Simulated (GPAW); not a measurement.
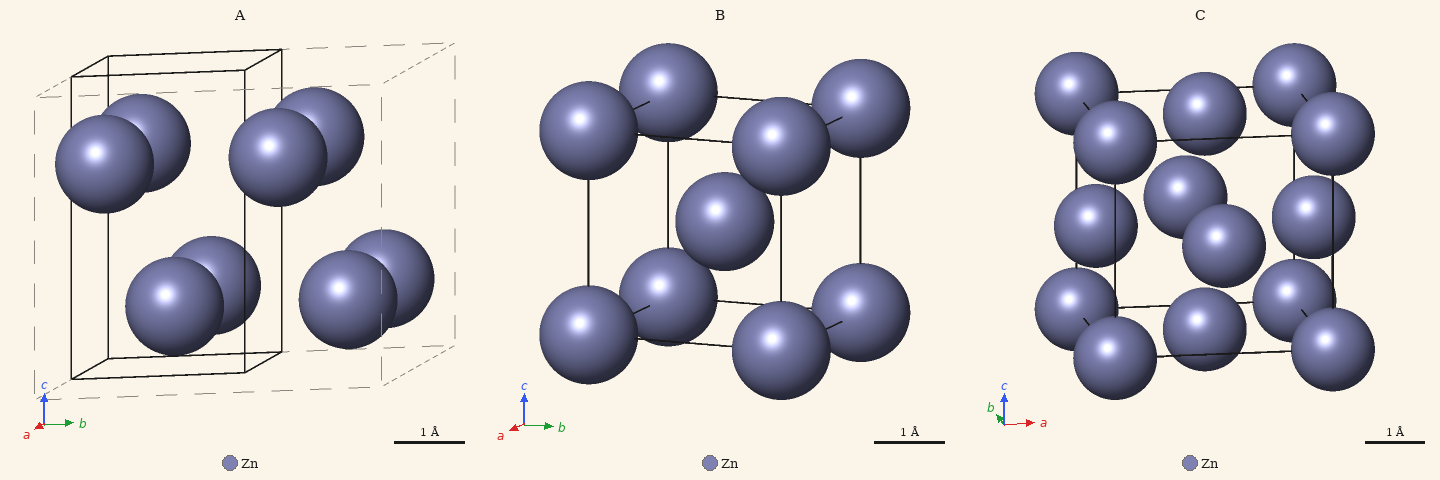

Three structures of Zn, each relaxed (cell and atoms) at zero pressure; conventional cells in solid outline, small ones repeated, each panel with its own scale. Alike in all runs: GPAW 26.7.0; functional PBEsol; dispersion D3; potentials PAW data sets generated in the run's folder for this functional; cutoff 600 eV; occupations fermi-dirac, width 0.05 eV; no spin polarisation; no spin-orbit coupling. The k meshes have like spacings.

Name the structure in each panel.

Answer. A: hexagonal close-packed (Mg type), P6₃/mmc; B: body-centred cubic (W type), Im-3m; C: face-centred cubic (Cu type), Fm-3m.

Rank them by energy, lowest first.

Answer. A, then C (+53 meV/atom) and B (+133 meV/atom), static energies at zero smearing.

Collect the results in a table.

Answer.
| panel | space group | E − E(lowest) (meV/atom) | volume (Å³/atom) |
| --- | --- | --- | --- |
| A | P6₃/mmc | 0 | 13.4 |
| C | Fm-3m | 53 | 13.5 |
| B | Im-3m | 133 | 13.7 |

The starts are database entries or structure types tried for this composition, and the most stable form need not be among them.

Caveat: later steps reuse the first step's grids.
